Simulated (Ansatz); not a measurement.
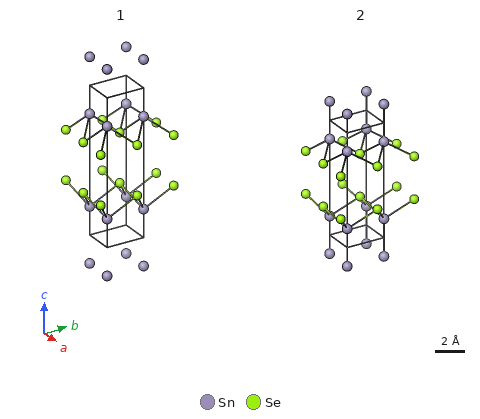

Two geometries of a crystal of SnSe (a generated structure, set up in P-6m2) (coarse preliminary run), drawn at one scale. One is the start of a relaxation, the other its converged end. A ball-and-stick model of the cell of the calculation, seen slightly off an axis.

All numbers below come from Ansatz 0.2.0, DFT PBE+D3(BJ), scalar-relativistic, plane waves, PAW. Settings: plane-wave cutoff 420 eV; k-point mesh 6 × 6 × 2; occupations gaussian; smearing width 0.1 eV; no spin polarisation; cell and atoms relaxed; force threshold 0.04 eV/Å; at most 70 steps.

Q: Which one is relaxed?

A: Structure 1 is the relaxed one. The largest moves relative to the cell, 0.29 Å, are those of Sn atoms. Largest moves by element: Sn 0.29 Å, Se 0.20 Å. The drawn cell changes as follows: a = b 3.954 → 3.929 Å (−0.6 %), c 8.441 → 11.009 Å (+30.4 %); the volume changes by +28.8 %. Some distances before and after: Sn–Sn 2.767 → 4.190 Å, Se–Se 3.150 → 3.712 Å, Se–Sn 2.609 → 2.749 Å. Bonds break, among them: Sn–Sn (2.77 → 4.19 Å). Among the angles between lasting bonds that change: Se–Sn–Se 98.6° → 91.2°, Sn–Se–Sn 98.6° → 91.2°. The space group stays P-6m2 (No. 187). The energy falls by 1.354 eV per cell of the calculation in 10 accepted moves (13 points after the start). Largest force component: 1.9 eV/Å at the start, 0.0074 eV/Å at the end. The pressure goes from 9.35 to 0.00 GPa. The line search rejected the trial step at point 7 of the run. The SCF was repeated twice at an unchanged geometry on a basis and grid sized afresh for the cell, which shifted the energy by 50.4 meV per cell of the calculation at most. The run took 2.5 min on 1 thread of Intel(R) Xeon(R) Processor @ 2.50GHz (Skylake/Cascade Lake) (shared host), peak memory 0.41 GiB.
